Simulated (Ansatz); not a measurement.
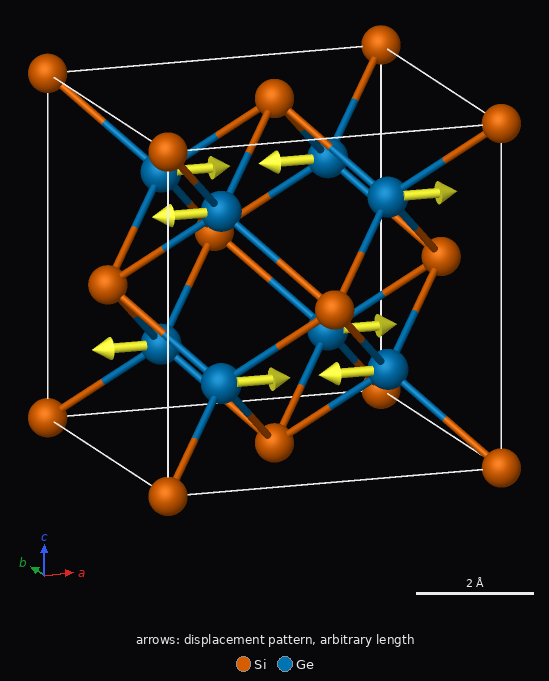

The lowest optical mode of a crystal of SiGe₂ (a generated structure) at a fixed volume, space group Fm-3m (No. 225), at the zone centre. Displacements are drawn as yellow arrows; their common scale and sign are arbitrary. Style: ball-and-stick. Shown: the conventional cell (4 times the calculation's cell), slightly off an axis. Lengths and directions refer to the drawn axes.

Computed with DFT LDA, scalar-relativistic, plane waves, PAW in Ansatz.

The input:
```yaml
crystal:
  lattice:
    - [0.0, 3.041, 3.041]
    - [3.041, 0.0, 3.041]
    - [3.041, 3.041, 0.0]
  atoms:
    - { symbol: Si, position: [0.0, 0.0, 0.0] }
    - { symbol: Ge, position: [0.25, 0.25, 0.25] }
    - { symbol: Ge, position: [0.75, 0.75, 0.75] }
basis:
  ecutwfc: 420
kpoints:
  mp_grid: { grid: [12, 12, 12] }
hamiltonian:
  xc: lda
scf:
  occupations: { method: fermi_dirac, width: 0.15 }
output:
  eigenvalues: true
phonons:
  method: dfpt
  eigenvectors: true
```

Launched with:
```bash
ansatz run input.yaml --threads 1 --pin off --max-ram 1228MiB --backend cpu --events-out ev --progress --plain --runs-dir out
```

The frequencies depend somewhat on the k-mesh and the smearing.

Q: Is the structure stable against all modes at this point?

A: Yes: this softest mode has a real frequency, and so have all others here. That speaks for this wave vector alone: the rest of the zone wasn't checked in this run. This is the T₂g mode (triply degenerate; one member of the set is drawn) at 138 cm⁻¹, the lowest optical level, Raman-active by symmetry. The Si atoms stay at rest; all motion is along a; atoms of one kind move against one another, with no net shift of their sublattice.
